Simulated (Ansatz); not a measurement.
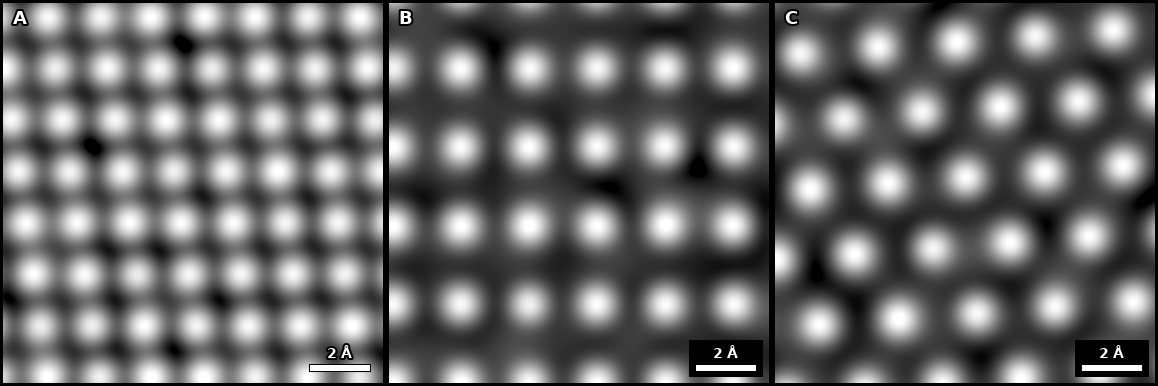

Three views of Pt (P6/mmm, No. 191) along different zone axes. The image is simulated as a sum over atoms of Z^1.7, blurred by a 1.09 Å probe (no channelling). The display is stretched by a gamma of 0.65; percentages refer to the linear signal. The speckle of an amorphous layer was added. Atomic positions: the geometry relaxed with DFT PBE, scalar-relativistic, plane waves, PAW (Ansatz); the starting structure was generated, so it need not be a known form of this composition.

```cif
data_structure
_symmetry_space_group_name_H-M 'P 1'
_symmetry_Int_Tables_number 1
_cell_length_a 2.6882
_cell_length_b 2.6882
_cell_length_c 2.6914
_cell_angle_alpha 90.000
_cell_angle_beta 90.000
_cell_angle_gamma 120.000
_cell_volume 16.84
loop_
_atom_site_label
_atom_site_type_symbol
_atom_site_fract_x
_atom_site_fract_y
_atom_site_fract_z
_atom_site_occupancy
Pt1 Pt 0.00000 0.00000 0.00000 1
```

Question: Match the panels to the zone axes [001], [100] and [211].

Answer: A is [211]: projected cell 1.78 × 1.78 Å, 98°, plane group c2mm. B is [100]: projected cell 2.33 × 2.69 Å, 90°, plane group p2mm. C is [001]: projected cell 2.69 × 2.69 Å, 120°, plane group p6mm.
